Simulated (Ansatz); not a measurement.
**Geometry relaxation, with input and output: HfO2 (part 2 of 2)**

The same run, continued: HfO2 (P4₂/nmc, 6 atoms in the cell); DFT PBE, scalar-relativistic, plane waves, PAW, no spin polarisation (Ansatz 0.2.0); cutoff 420 eV, 6×6×4 k-mesh, Gaussian smearing of 0.1 eV. The structure derives from a Materials Project entry.

Geometry of the input (Å; fractional positions):
```
3.5580  0.0000  0.0000
0.0000  3.5580  0.0000
0.0000  0.0000  5.1719
Hf 0.5000  0.5000  0.5000
Hf 0.0000  0.0000  0.0000
O  0.0000  0.5000  0.6972
O  0.5000  0.0000  0.8028
O  0.5000  0.0000  0.3028
O  0.0000  0.5000  0.1972
```

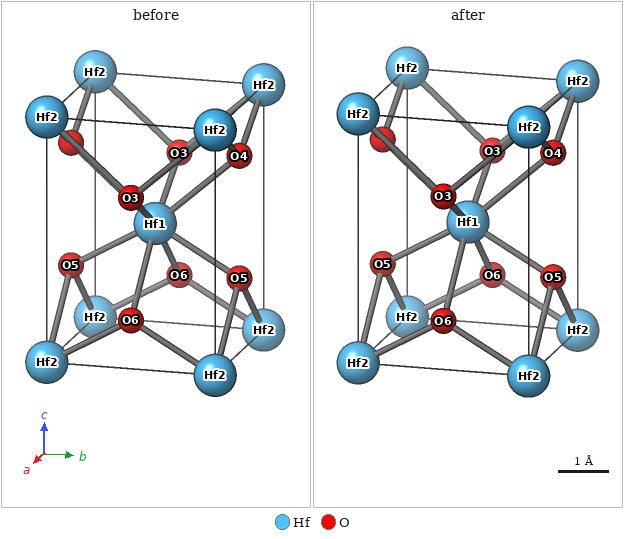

*Before (left) and after (right) the relaxation, at one scale (ball-and-stick view of the cell of the calculation, seen slightly off an axis).*

The largest moves relative to the cell, 0.012 Å, are those of O3, O4, O5 and O6. Hf stays in place. The drawn cell changes as follows: a = b 3.558 → 3.603 Å (+1.3 %), c 5.172 → 5.251 Å (+1.5 %); the volume changes by +4.1 %. Distances before and after: Hf1–O4 2.370 → 2.410 Å, Hf1–O3 2.051 → 2.072 Å. The space group stays P4_2/nmc (No. 137). The energy falls by 10.7 meV per atom in 2 geometry steps. Largest force component: 0.14 eV/Å at the start, 0.026 eV/Å at the end. Pressure: 10.01 GPa at the start and 0.23 GPa at the end. A last SCF at the same geometry on a re-selected plane-wave basis shifts the energy by −2.6 meV per atom. (Atoms are counted from 1 in the order of the input.)

```
basis re-selected at this cell: Δ(F+E_penalty+E_count) = -1.566e-2 eV, ΔP = +0.386 GPa vs the last step (what re-selecting the basis moved, of the pressure what is left beyond the Pulay correction that the steps carried, after the strain that the cell walked since its last selection, with what the two solves' SCF thresholds leave and, on support functions, any second-order correction that the steps lacked; it is no measure of the basis error at this ecutwfc). The dense FFT grid was sized anew with the basis: this SCF ran on 25×25×36 points, the steps before it on 24×24×36, so part of this shift can come from that change (see relax.cell in the input reference). This SCF's stress stands 3.38e-1 GPa from its target on what of the cell is left free (relax.cell.stress_tol is 5.00e-1 GPa) and its largest allowed force component is 2.60e-2 eV/Å (relax.f_tol is 5.00e-2 eV/Å): within both
SCF converged after 5 iterations
Free energy (F): -33723.038809 eV
Harris-Foulkes:  -33723.038809 eV  (|F-HF|=1.05e-8)
Internal energy: -33723.038809 eV  (E = F + TS)
E sigma→0 (E₀):  -33723.038809 eV
Fermi energy:    16.754183 eV
--- Per-component energies (eV) ---
  E_band       = 34.668009
  E_kinetic    = 1542.117579
  E_local      = -11821.089631  (includes V_loc(G=0)·N_el)
  E_nonlocal   = -2294.365422
  E_hartree    = 5403.983096
  E_xc         = -895.121456
  E_vxc        = -909.025781  (∫ρ·V_xc dr)
  E_paw        = -14485.866054  (= ΣΔE_a)
  E_vpaw       = 2709.054046  (= ΣTr[D̂ρ^β])
  E_aug_tail   = 0.010080  (compensation charges beyond the density's cutoff)
  E_ewald      = -11172.707001
  E_smearing   = -0.000000  (= −TS)
  E_closure    = 0.000000  (closes the sum)
  Σ components = -33723.038809   (vs F -33723.038809, Δ=0.00e0)
--- Forces (eV/Å), atoms counted from 1 ---
  atom   1  Hf    -0.00000000     0.00000000    -0.00000000
  atom   2  Hf     0.00000000     0.00000000     0.00000000
  atom   3  O     -0.00000000     0.00000000    -0.02599427
  atom   4  O      0.00000000     0.00000000     0.02599427
  atom   5  O     -0.00000000     0.00000000     0.02599427
  atom   6  O      0.00000000     0.00000000    -0.02599427
  max |Σ_I F_I| component: 2.78e-17 eV/Å
--- Stress (GPa, compression-positive) ---
        0.172120       0.000000      -0.000000
        0.000000       0.172120       0.000000
       -0.000000       0.000000       0.338259
  P = ⅓ Tr σ = 0.2275 GPa (2.275 kbar)
--- Band table (eV; the first three rows and the last of 30) ---
  k-point 0: bands = ["-45.9105", "-45.8970", "-14.9036", "-14.5722", "-14.5722", "-14.5374", "-14.4776", "-14.4776", "-3.4634", "-1.9375", "-1.6901", "-1.1968", "4.2038", "4.2038", "4.2076", "4.2137", "4.2137", "4.2329", "4.2390", "4.2440", "4.2440", "4.2551", "4.2585", "4.2585", "4.2621", "4.4115", "9.3196", "9.8504", "10.0542", "10.0542", "11.8724", "11.8724", "13.1061", "13.1061", "13.7049", "14.2831", "14.3630", "14.3630", "19.0790", "19.1033", "20.2500", "20.4459", "20.7329", "21.7513", "23.2130", "23.2130"]
  k-point 1: bands = ["-45.9085", "-45.8989", "-14.8534", "-14.5948", "-14.5585", "-14.5585", "-14.4915", "-14.4915", "-3.2350", "-2.0013", "-1.8310", "-1.2948", "4.2054", "4.2054", "4.2086", "4.2154", "4.2154", "4.2361", "4.2425", "4.2425", "4.2456", "4.2518", "4.2562", "4.2562", "4.2587", "4.3768", "9.8412", "10.2057", "10.2057", "10.4018", "11.4013", "11.4013", "12.8573", "13.4269", "13.4690", "13.4690", "14.3954", "14.3954", "19.2712", "19.3832", "20.2134", "20.2658", "21.4052", "22.5863", "23.3105", "23.3105"]
  k-point 2: bands = ["-45.9037", "-45.9037", "-14.7278", "-14.7278", "-14.5275", "-14.5275", "-14.5228", "-14.5228", "-2.6531", "-2.6531", "-1.5644", "-1.5644", "4.2075", "4.2075", "4.2168", "4.2168", "4.2205", "4.2205", "4.2415", "4.2415", "4.2439", "4.2439", "4.2534", "4.2534", "4.3102", "4.3102", "10.5214", "10.5214", "10.8686", "10.8686", "11.2064", "11.2064", "11.7937", "11.7937", "13.7301", "13.7301", "14.4279", "14.4279", "19.7110", "19.7110", "20.0020", "20.0020", "22.8296", "22.8296", "23.5483", "23.5483"]
  k-point 29: bands = ["-45.8946", "-45.8946", "-14.7775", "-14.7775", "-14.7775", "-14.7775", "-14.6252", "-14.6252", "-1.6268", "-1.6268", "-1.6268", "-1.6268", "4.1986", "4.1986", "4.2050", "4.2050", "4.2173", "4.2173", "4.2173", "4.2173", "4.2236", "4.2236", "4.2681", "4.2681", "4.2681", "4.2681", "10.0819", "10.0819", "10.1133", "10.1133", "12.5898", "12.5898", "12.5898", "12.5898", "13.0011", "13.0011", "14.3725", "14.3725", "20.2456", "20.2456", "20.6225", "20.6225", "21.5472", "21.5472", "21.5472", "21.5472"]
--- Relaxed structure (3 steps of the walk, 3 accepted, 1 SCFs on fresh bases) ---
  F+E_penalty+E_count = -33723.03880917 eV   max|allowed force component| = 2.599e-2 eV/Å   (the final SCF, on the basis selected at the relaxed cell)
  cell:  # Å, volume = 68.1735 Å³
    - [3.6033147704388635, -3.4003552737386594e-34, 0.0]
    - [-3.4003552737386594e-34, 3.6033147704388635, 0.0]
    - [0.0, 0.0, 5.250627233134977]
  atoms:
    - { symbol: Hf, position: [0.5, 0.5, 0.5000000000000001] }
    - { symbol: Hf, position: [-1.5787704197575113e-35, -5.638465784848255e-37, -5.590261756646568e-20] }
    - { symbol: O, position: [2.4809249453332324e-35, 0.5, 0.6950113366911865] }
    - { symbol: O, position: [0.5, -5.638465784848202e-37, 0.8049886633088137] }
    - { symbol: O, position: [0.5, 2.819232892424133e-36, 0.3049886633088135] }
    - { symbol: O, position: [-9.021545255757203e-36, 0.5, 0.19501133669118653] }
```

Trajectory as extended XYZ (Å, eV, eV/Å), 4 frames, from step=1 to step=4:
```
6
Lattice="3.5580 0.0000 0.0000 0.0000 3.5580 0.0000 0.0000 0.0000 5.1719" Properties=species:S:1:pos:R:3:forces:R:3 step=1 energy=-33722.95880 pressure_GPa=10.01
Hf    1.7790    1.7790    2.5859    0.0000   0.0000   0.0000
Hf    0.0000    0.0000    0.0000    0.0000   0.0000   0.0000
O     0.0000    1.7790    3.6059    0.0000   0.0000   0.1402
O     1.7790    0.0000    4.1519    0.0000   0.0000  -0.1402
O     1.7790    0.0000    1.5660    0.0000   0.0000  -0.1402
O     0.0000    1.7790    1.0199    0.0000   0.0000   0.1402
6
Lattice="3.6112 0.0000 0.0000 0.0000 3.6112 0.0000 0.0000 0.0000 5.2633" Properties=species:S:1:pos:R:3:forces:R:3 step=2 energy=-33723.01797 pressure_GPa=-1.84
Hf    1.8056    1.8056    2.6317    0.0000   0.0000   0.0000
Hf    0.0000    0.0000    0.0000    0.0000   0.0000   0.0000
O     0.0000    1.8056    3.6585    0.0000   0.0000  -0.0671
O     1.8056    0.0000    4.2364    0.0000   0.0000   0.0671
O     1.8056    0.0000    1.6048    0.0000   0.0000   0.0671
O     0.0000    1.8056    1.0269    0.0000   0.0000  -0.0671
6
Lattice="3.6033 0.0000 0.0000 0.0000 3.6033 0.0000 0.0000 0.0000 5.2506" Properties=species:S:1:pos:R:3:forces:R:3 step=3 energy=-33723.02315 pressure_GPa=-0.16
Hf    1.8017    1.8017    2.6253    0.0000   0.0000   0.0000
Hf    0.0000    0.0000    0.0000    0.0000   0.0000   0.0000
O     0.0000    1.8017    3.6492    0.0000   0.0000  -0.0273
O     1.8017    0.0000    4.2267    0.0000   0.0000   0.0273
O     1.8017    0.0000    1.6014    0.0000   0.0000   0.0273
O     0.0000    1.8017    1.0239    0.0000   0.0000  -0.0273
6
Lattice="3.6033 0.0000 0.0000 0.0000 3.6033 0.0000 0.0000 0.0000 5.2506" Properties=species:S:1:pos:R:3:forces:R:3 step=4 energy=-33723.03881 pressure_GPa=0.23
Hf    1.8017    1.8017    2.6253    0.0000   0.0000   0.0000
Hf    0.0000    0.0000    0.0000    0.0000   0.0000   0.0000
O     0.0000    1.8017    3.6492    0.0000   0.0000  -0.0260
O     1.8017    0.0000    4.2267    0.0000   0.0000   0.0260
O     1.8017    0.0000    1.6014    0.0000   0.0000   0.0260
O     0.0000    1.8017    1.0239    0.0000   0.0000  -0.0260
```

Key numbers:

| quantity | value |
| --- | --- |
| outcome | converged |
| space group (tolerance 0.01 Å) | P4₂/nmc (137) |
| electrons treated | 76 |
| free energy | −33723.0388 eV |
| Fermi energy | 16.754 eV |
| gap on the k-point mesh | 4.65 eV |
| pressure | 0.23 GPa |
| final volume | 68.17 Å³ |
| largest force (length of the vector) at the end | 0.026 eV/Å |
| final cell | a = 3.603 Å, b = 3.603 Å, c = 5.251 Å, α = 90.00°, β = 90.00°, γ = 90.00° |
| hardware | 1 thread of Oxide Virtual Turin-like (Zen 5), 32 GiB of memory available, shared host |
| wall time | 19 s |
| peak memory | 0.43 GiB |

Notes:

Spin–orbit coupling is left out, which matters for Hf.
